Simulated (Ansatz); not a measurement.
## Run report: MnO, single-point calculation (part 1 of 2)

- system: MnO (F-43m, 4 atoms in the cell)
- method: DFT PBE+U+J, scalar-relativistic, plane waves, PAW, U = 6 eV, J = 0.7 eV on Mn atom 1 d; U = 6 eV, J = 0.7 eV on Mn atom 3 d, spin-polarised (Ansatz 0.2.0)

The structure was built on a prototype by a generator; it need not be a known phase. It belongs to a series of runs on one base structure; here: natural orbitals of the symmetric run, filled by rank. Figures and captions count atoms from 1; the log counts them from 0 in places.

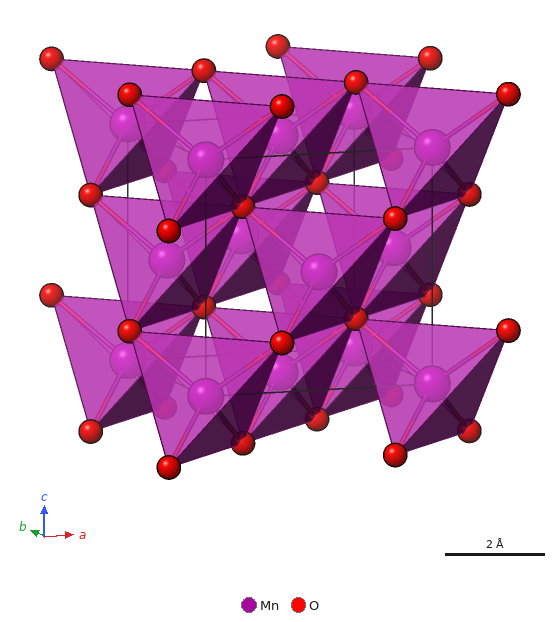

*The structure as given in the input (polyhedral view of the cell 2 times as large as that of the calculation, set on its symmetry axes, seen slightly off an axis; polyhedra are completed across the faces of the cell). An atom can appear more than once, as a periodic image.*

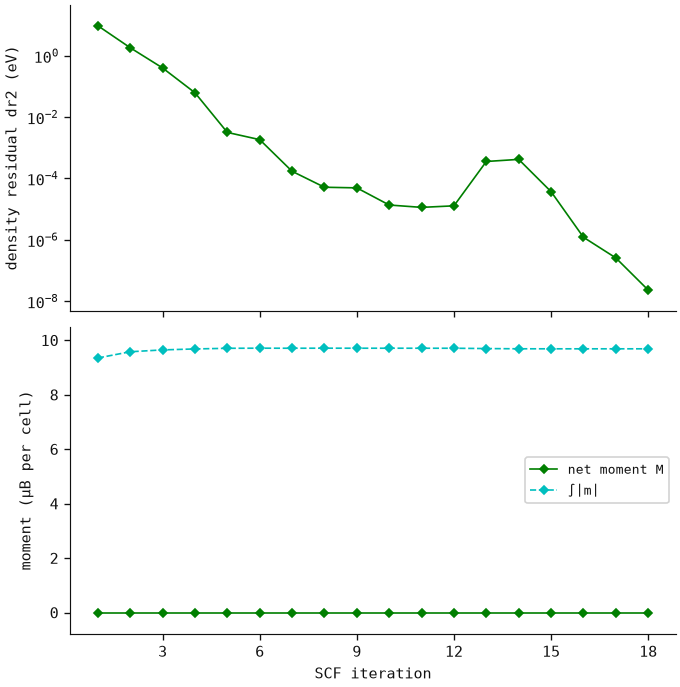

*Convergence of the self-consistent field: density residual dr2 and magnetic moment against the SCF iteration.*

The residual comes down, with one marked jump up, by a factor of about 30, at step 13. The net moment stays at 0.0 μB per cell.

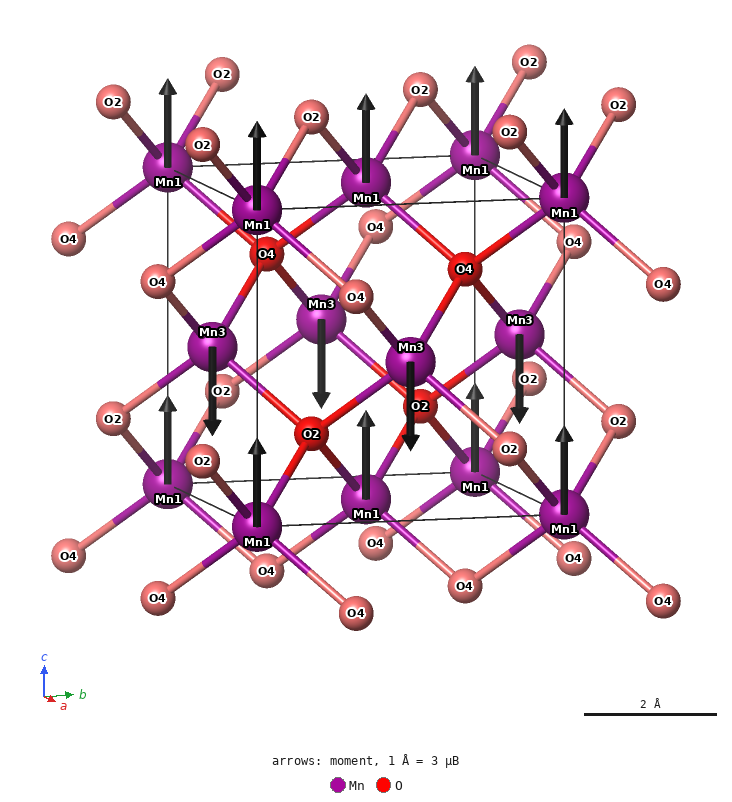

*Magnetic moments of the sites as black arrows (ball-and-stick view of the cell 2 times as large as that of the calculation, set on its symmetry axes, seen slightly off an axis; neighbours outside the cell are drawn fainter; atoms are numbered from 1 in the order of the input); small moments hardly show. The run is collinear, so the axis drawn is arbitrary.*

Site moments: Mn3 (−4.13 μB); Mn1 (4.13 μB). They are counted near the atoms and needn't add up to the moment of the cell.

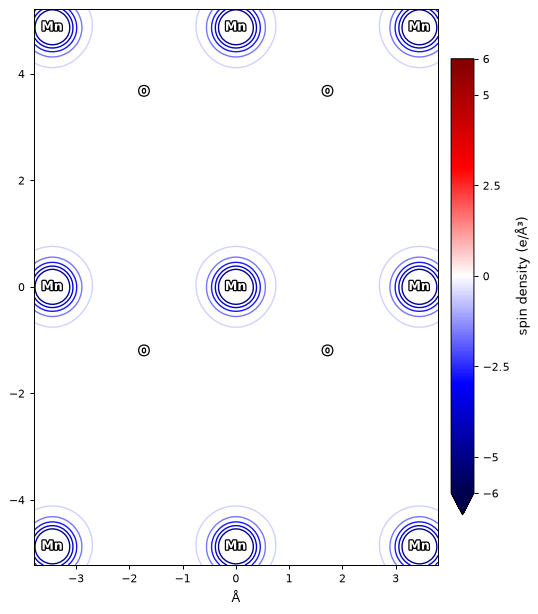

*Magnetisation density (up minus down) on the (100) plane of the conventional cell of the magnetic structure.*

The section cuts through Mn and O sites. The cell of the calculation (4 atoms) carries 0.0 μB net. The fields are those of the smooth PAW valence density.

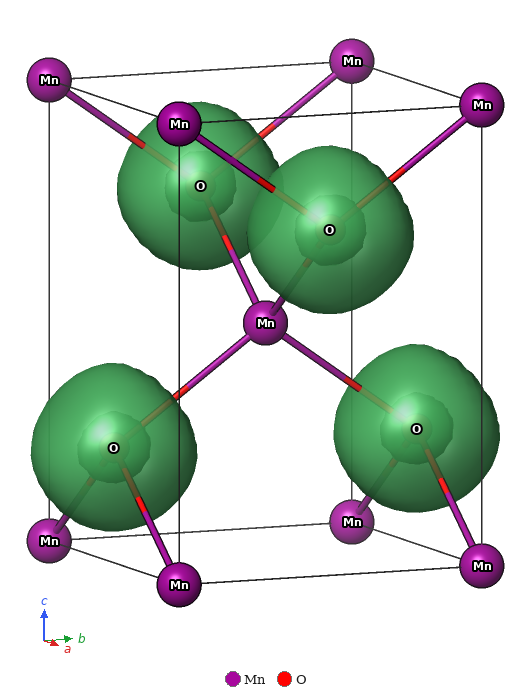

*Isosurface of the ELF at 0.7 (green), seen slightly off an axis. Only the valence region is drawn (cores and ρ < 0.01 e/Å³ removed). Sticks mark near contacts. The outline is the cell set on symmetry axes of the magnetic structure.*

Values along the shortest contacts: Mn–O (2.11 Å): the ELF is about 0.15 at the midpoint.

The input that produced these results follows, with the program's output.

The input:
```yaml
crystal:
  lattice:
    - [0.0, 2.43651343, 2.43651343]
    - [4.87302686, 2.43651343, 2.43651343]
    - [4.87302686, 4.87302686, 0.0]
  atoms:
    - { symbol: Mn, position: [0.0, 0.0, 0.0], spin: 5.0 }
    - { symbol: O, position: [0.25, 0.25, 0.0] }
    - { symbol: Mn, position: [0.0, 0.0, 0.5], spin: -5.0 }
    - { symbol: O, position: [0.25, 0.25, 0.5] }
basis:
  ecutwfc: 420
  ecutrho_ratio: 4
kpoints:
  mp_grid: { grid: [7, 7, 7] }
hamiltonian:
  xc: pbe
  hubbard:
    sites:
      - { site: 0, l: d, u: 6.0, j: 0.7, starting_ns: [{ spin: up, occupation_matrix: s0up }, { spin: down, occupation_matrix: s0down }] }
      - { site: 2, l: d, u: 6.0, j: 0.7, starting_ns: [{ spin: up, occupation_matrix: s2up }, { spin: down, occupation_matrix: s2down }] }
    occupation_matrices:
      s0up:
        matrix:
          - [0.97, 0.0, 0.0, 0.0, 0.0]
          - [0.0, 0.97, 0.0, 0.0, 0.0]
          - [0.0, 0.0, 0.97, 0.0, 0.0]
          - [0.0, 0.0, 0.0, 0.97, 0.0]
          - [0.0, 0.0, 0.0, 0.0, 0.97]
      s0down:
        matrix:
          - [0.02, 0.0, 0.0, 0.0, 0.0]
          - [0.0, 0.02, 0.0, 0.0, 0.0]
          - [0.0, 0.0, 0.02, 0.0, 0.0]
          - [0.0, 0.0, 0.0, 0.02, 0.0]
          - [0.0, 0.0, 0.0, 0.0, 0.02]
      s2up:
        matrix:
          - [0.02, 0.0, 0.0, 0.0, 0.0]
          - [0.0, 0.02, 0.0, 0.0, 0.0]
          - [0.0, 0.0, 0.02, 0.0, 0.0]
          - [0.0, 0.0, 0.0, 0.02, 0.0]
          - [0.0, 0.0, 0.0, 0.0, 0.02]
      s2down:
        matrix:
          - [0.97, 0.0, 0.0, 0.0, 0.0]
          - [0.0, 0.97, 0.0, 0.0, 0.0]
          - [0.0, 0.0, 0.97, 0.0, 0.0]
          - [0.0, 0.0, 0.0, 0.97, 0.0]
          - [0.0, 0.0, 0.0, 0.0, 0.97]
    ns_hold: { iters: 10 }
scf:
  occupations: { method: gaussian, width: 0.05 }
  lower_state_search: "off"
  max_iter: 150
output:
  forces: true
  stress: true
  eigenvalues: true
  populations: true
  hubbard: { sites: [{ site: 0, l: d }, { site: 2, l: d }] }
  write_density: true
  write_potential: true
  elf: true
  volumetric_format: npy
magnetization:
  spin_polarized: true
```

Launched with:
```bash
ansatz run input.yaml --threads 2 --pin off --max-ram 3072MiB --backend cpu --events-out ev --progress --plain --runs-dir out
```

What the program printed:
```
basis.fft_grid_basis auto: the FFT boxes are laid along the combinations [[1, 0, 0], [-1, 1, 0], [0, -1, 1]] of the cell's own vectors, 3.446, 4.873 and 3.446 Å long. The dense box has 24×36×24 points. Along the cell's own vectors, as sized, it would have 24×40×48, 2.22 times as many. basis.fft_grid_basis: typed keeps the cell's own vectors: state it where this run's energies or levels are differenced outside the engine with another run's, or held beside a run that keeps those vectors. Those combinations have planes normal to reciprocal vector 3, as the cell's own vectors have. Each planar average written beside output.write_density, output.write_potential has a row for each plane of the box: 24. The volumetric files lie along those combinations, not along the cell's own vectors: a cube or XSF file states them, and fields.json those of NumPy files.
Mn: projections on atomic orbitals take those of the free atom [Ne] 3s2 3p6 3d5 4s2, of charge +0.00 (hamiltonian.pseudopotentials.projection_atoms); the dataset's partial waves leave at most 9.0e-7 of an orbital's norm unspanned inside its sphere
O: projections on atomic orbitals take those of the free atom [He] 2s2 2p4, of charge +0.00 (hamiltonian.pseudopotentials.projection_atoms); the dataset's partial waves leave at most 1.9e-8 of an orbital's norm unspanned inside its sphere
Engine: ansatz 0.2.0, x86_64-unknown-linux-gnu
Pseudopotentials: kind: paw
Pseudopotential: Mn, paw, valence charge 15, recommended cutoff 420 eV (normal), Mn.paw.azcp
Pseudopotential: O, paw, valence charge 6, recommended cutoff 420 eV (normal), O.paw.azcp
Functional definition: PBE
  parameter kappa = 0.804
  parameter beta = 0.06672455060314922
  exchange = pbe_x(kappa = kappa, mu = beta*pi^2/3)
  correlation = pbe_c(beta = beta)
Crystal: 4 atoms, lattice volume = 57.858 Å³
Basis set: ecut = 420 eV, 1125 PW (Γ), FFT grids on a1, −a1+a2, −a2+a3, exchange–correlation on 48×72×48 points (8 copies of the dense FFT grid, shifted against one another)
Bands: 32, of which v1, the nominal top of the filled ones, is band 21 counted from 1 (20 counted from 0)
Symmetry: 8 space group operations
Space group: P-4m2 (ITA 115), of the structure as read, at distance tolerance 3.9e-5 Å
Magnetic group: BNS 115.290 (UNI 950), of the structure as read, at distance tolerance 3.9e-5 Å
k-points: 40 of 343 (time reversal used)
Non-local potential: Mn, projectors of the file, l = 0: 3, l = 1: 2, l = 2: 3, l = 3: 1
Non-local potential: O, projectors of the file, l = 0: 2, l = 1: 2, l = 2: 1
PAW form: soft (Blöchl's): semilocal exchange-correlation on the pseudo side does not see the compensation charge
PAW one-centre angular grid: Mn, 590 points (default); XC on 64 Gauss nodes
PAW one-centre angular grid: O, 110 points (default); XC on 64 Gauss nodes
Initial density: superposition of atomic densities (chi_scale 0.1, normalization cell, long waves kept (reshape's long-wave potential 0.00 eV rms))
Starting moments: Σ|m| = 10 μB on 2 of 4 sites
Starting magnetic order: antiferromagnet; a translation exchanges its spin sublattices: spin-degenerate at every k-point
Initial wavefunctions: pseudopotential atomic-orbital guess
Functional: x = pbe(κ = 0.804, μ = 0.2195149727645171), c = pbe(β = 0.06672455060314922)
```
